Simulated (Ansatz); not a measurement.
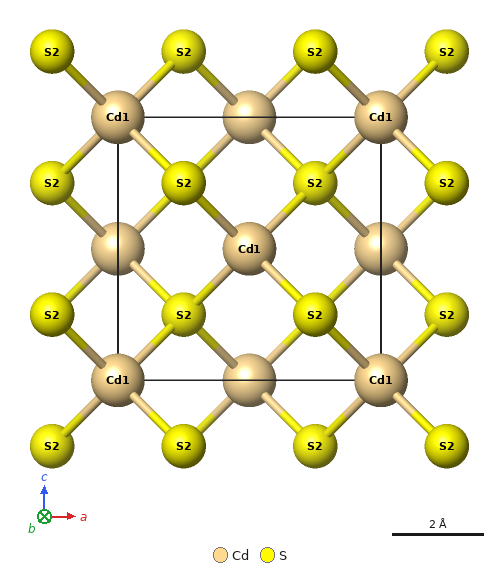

Starting structure of crystalline CdS (set up in F-43m). A ball-and-stick model of the conventional cell (4 times the calculation's cell), seen along the b axis. Lengths and directions refer to the drawn axes.

The run lets cell and atoms move.

Method: Ansatz 0.2.0, Kohn-Sham DFT of a periodic cell, SVWN5, Ansatz PAW.

Input file:
```yaml
crystal:
  lattice:
    - [0.0, 2.9165, 2.9165]
    - [2.9165, 0.0, 2.9165]
    - [2.9165, 2.9165, 0.0]
  atoms:
    - { symbol: Cd, position: [0.0, 0.0, 0.0] }
    - { symbol: S, position: [0.75, 0.75, 0.75] }
hamiltonian:
  xc: { exchange: slater, correlation: vwn5 }
  pseudopotentials: { kind: paw }
kpoints:
  mp_grid: { grid: [8, 8, 8] }
scf:
  occupations: { method: fermi_dirac, width: 0.05 }
output:
  forces: true
  stress: true
relax:
  f_tol: 0.01
  max_steps: 40
  cell: { stress_tol: 0.05 }
```

Command:
```bash
ansatz run input.yaml --threads 2 --pin off --max-ram 5120MiB --backend cpu --events-out ev --progress --plain --runs-dir out
```

Predict the outcome.

After 1 accepted move (2 points after the start) the energy has fallen by 7.9 meV per atom. All forces vanish by symmetry, so only the cell relaxes. Pressure: −2.50 GPa at the start and 0.00 GPa at the end. The SCF was repeated once at an unchanged geometry on a basis and grid sized afresh for the cell, which shifted the energy by 0.1 meV per atom at most. No atom moves by more than 0.005 Å relative to the cell. The drawn cell changes as follows: a = b = c 5.833 → 5.755 Å (−1.3 %); the volume changes by −3.9 %. Some distances before and after: Cd1–S2 2.526 → 2.492 Å. The space group stays F-43m (No. 216). Cost: 2.3 s on 2 threads of AMD EPYC 7B13 (Zen 3), with other jobs on the host, peak memory 0.38 GiB.

After the run, drawn alike:

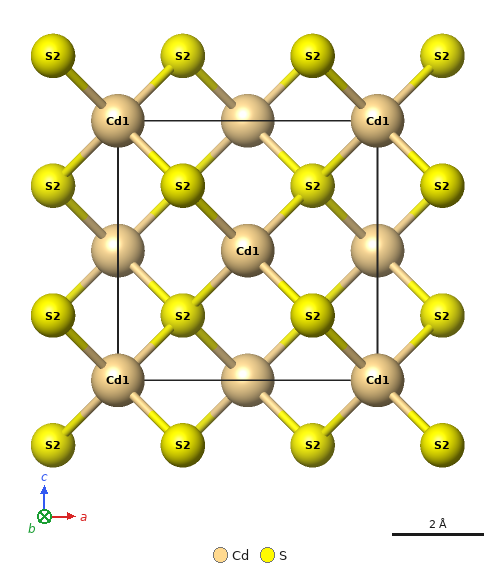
